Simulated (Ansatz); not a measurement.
## STM study: Monolayer InSe

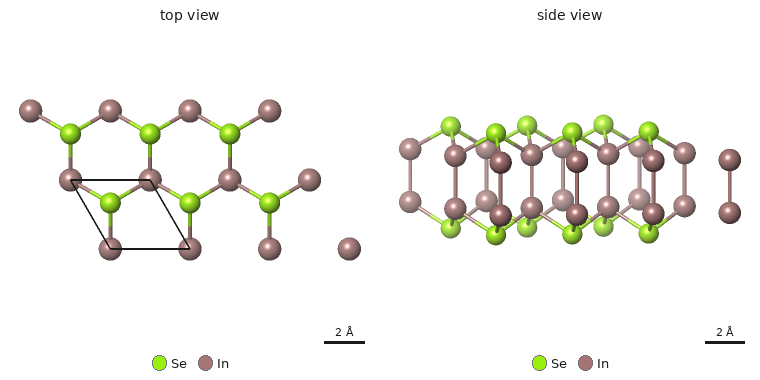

The relaxed structure from above and from the side.

Level of theory: Ansatz 0.2.0, DFT PBE+D3(BJ), scalar-relativistic, plane waves, PAW. Cutoff 420 eV, 24 × 24 k-points, Gaussian smearing 0.05 eV, dipole correction. No spin polarisation. Spin–orbit coupling is left out; with In it can shift levels and gaps. The run warns that the functional's potential is rough in the thin density of the vacuum, where the tip is; weak contrasts and barriers may feel it.

Tersoff–Hamann simulation (s-wave tip); biases are sample biases. Zero bias is put in the middle of the gap by convention. Bias windows are sharp sums over the levels of the k mesh.

```cif
data_structure
_symmetry_space_group_name_H-M 'P 1'
_symmetry_Int_Tables_number 1
_cell_length_a 4.0319
_cell_length_b 4.0319
_cell_length_c 23.3793
_cell_angle_alpha 90.000
_cell_angle_beta 90.000
_cell_angle_gamma 120.000
_cell_volume 329.13
loop_
_atom_site_label
_atom_site_type_symbol
_atom_site_fract_x
_atom_site_fract_y
_atom_site_fract_z
_atom_site_occupancy
Se1 Se 0.33333 0.66667 0.38496 1
In1 In 0.00000 0.00000 0.44026 1
In2 In 0.00000 0.00000 0.55974 1
Se2 Se 0.33333 0.66667 0.61504 1
```

The last single point, restarted from the relaxation's density, took 4.3 min on 1 thread of AMD EPYC 7571, with other jobs on the host, peak memory 0.92 GiB.

### 1. One image

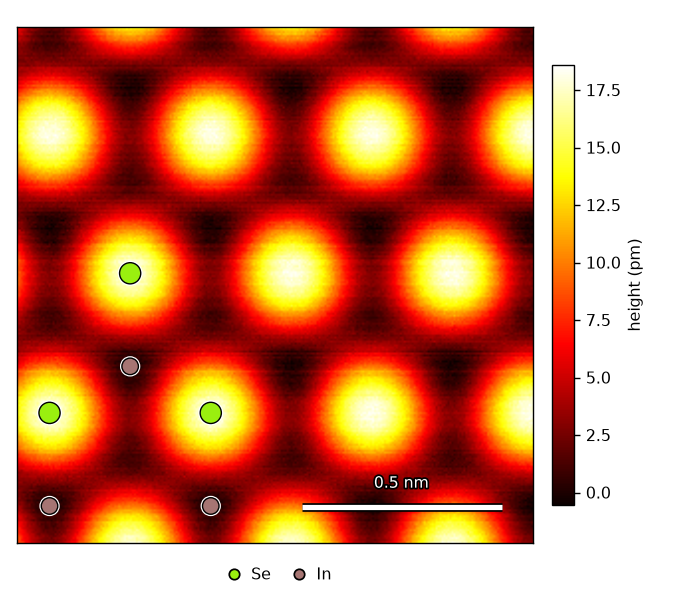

Constant-current image at a set point of 1.7 × 10⁻⁶ e/Å³ of this surface, sample bias −1.05 V. The atoms seen from above are drawn over one corner (deeper ones smaller). Noise was added to mimic a scan.

> What lies under the maxima and minima of this image?

The brightest spots lie over the top Se atoms; the darkest points are over the In atoms 1.3 Å below the top plane. The corrugation is 18 pm at a mean tip height of 4.5 Å.

### 2. Approach curves

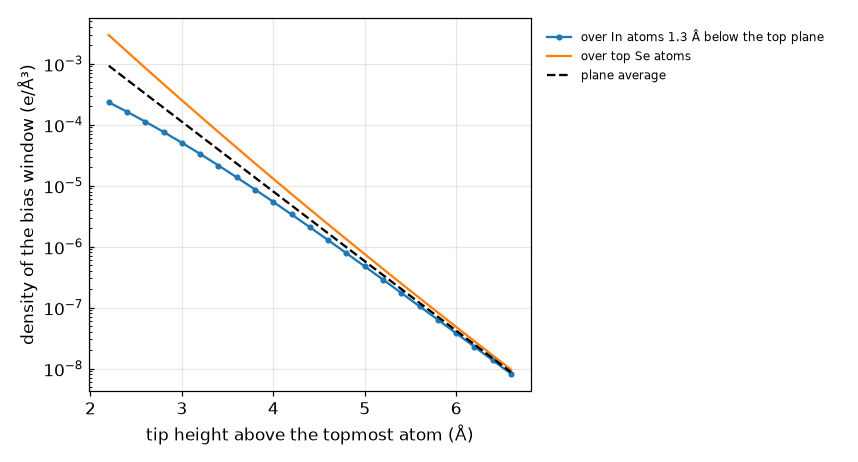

Approach curves over this surface at a sample bias of −2.00 V.

> Estimate the decay constant and the apparent barrier, and compare with the vacuum level, which the run puts 5.18 eV above zero bias.

Near 4 Å the plane average falls as exp(−2.64 z/Å), a factor of 14 per ångström, which gives an apparent barrier of 6.6 eV (0.952 eV Å² times the slope squared). The highest filled states lie 5.99 eV under the vacuum level. The apparent barrier is above 5.99 eV. At 4 Å the 0.24 eV of states nearest the highest filled state carry 77 % of the density.

### 3. States by depth

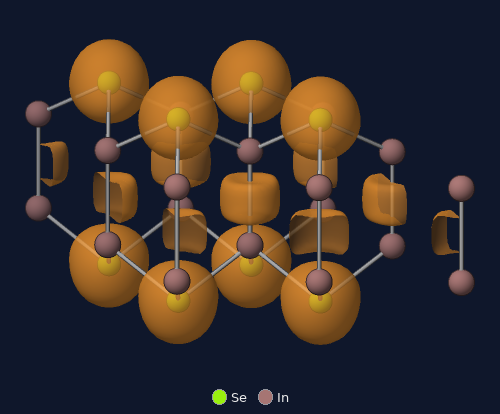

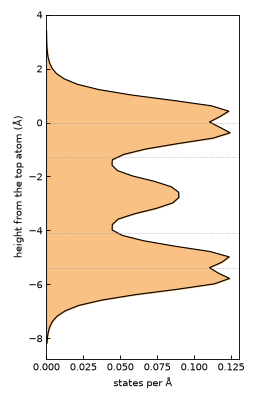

Density of all states between −1.40 and −1.05 eV (zero: the middle of the gap) of this surface: orange isosurface at 1.4 × 10⁻² e/Å³, seen from the side, tilted, and the full density summed over planes, the part near the nuclei included (dotted lines mark the atomic planes).

The first picture shows the smooth PAW orbitals' density alone; the shares below count all of it.

> Where in the slab do these states sit?

The window holds 0.68 states per cell. Shares by plane (space cut midway between planes), top to bottom: Se 31 %, In 19 %, In 19 %, Se 31 %; the outer planes' shares include the vacuum, and density in a gap between layers is shared out between the planes on either side. The outer planes of both faces hold more than their share.
